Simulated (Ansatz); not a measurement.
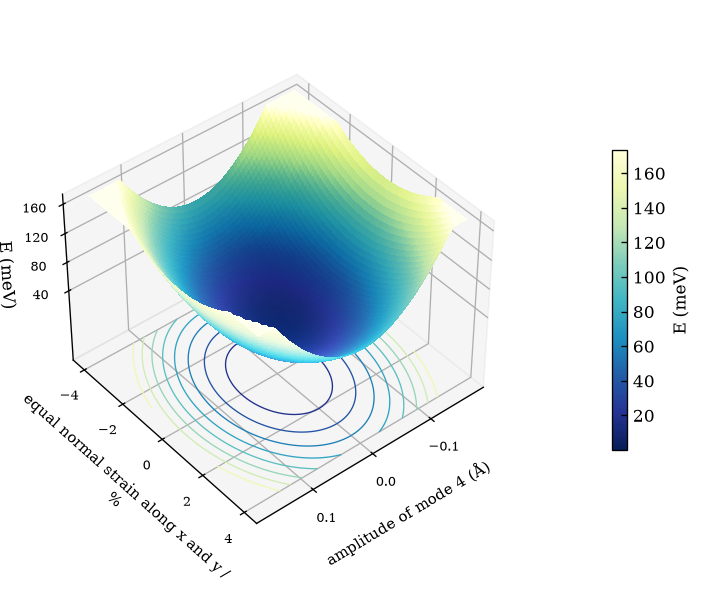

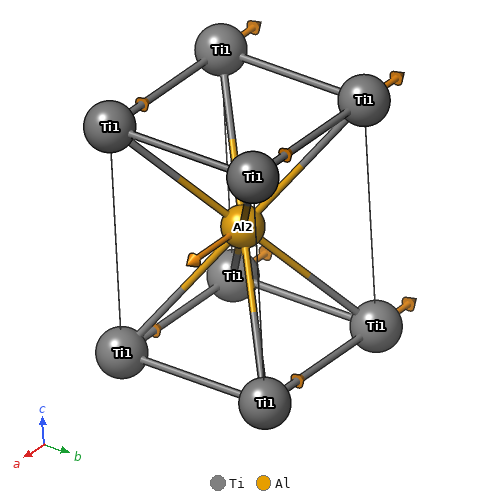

Energy landscape of TiAl (P4/mmm, No. 123; 2 atoms in the cell). The energy is mapped over a normal mode and a strain (zone-centre modes of the 2-atom cell of this scan) (x along [1 0 0], y along [0 1 0], z along [0 0 1] of the conventional cell). Coordinates scanned: (1) amplitude of mode 4 (262 cm⁻¹), largest displacement in the unstrained cell; (2) equal normal strain along x and y. Nothing is relaxed (the pattern is fixed in fractional coordinates). Grid: 9 × 7 points; 35 points were computed and 28 follow by symmetry. Points are written as (first, second). Energies: meV per cell, counted from the lowest grid point. Method: DFT PBE, scalar-relativistic, plane waves, PAW (Ansatz). Settings: cutoff 520 eV, k-mesh 16×16×12 in the order of the run's cell vectors, gaussian smearing 0.15 eV, no spin polarisation.

The picture shows a relief with its contours projected below, any walls above the top of the colour scale cut off. Between grid points the surface is interpolated. The second picture is the structure at the lowest point

What does the map say about the system?

The lowest grid point is at (0.000 Å, 0.00 %). It is the only kind of minimum in the scanned range. The highest grid point, (−0.168 Å, −4.00 %), lies 248 meV above the lowest.

Grid values (meV):

```tsv
second ↓, first →	−0.168	−0.126	−0.084	−0.042	0.000	0.042	0.084	0.126	0.168
4.00	209	151	109	83	75	83	109	151	209
2.67	173	113	69	43	34	43	69	113	173
1.33	152	90	45	18	9	18	45	90	152
0.00	148	84	37	9	0	9	37	84	148
−1.33	161	96	48	20	10	20	48	96	161
−2.67	194	128	79	50	40	50	79	128	194
−4.00	248	181	132	102	93	102	132	181	248
```

Time for the 35 points that were run: 6.7 min on 1 thread of Intel(R) Xeon(R) 6975P-C (Granite Rapids), with other jobs on the host.

PAW datasets: the set soft_1.
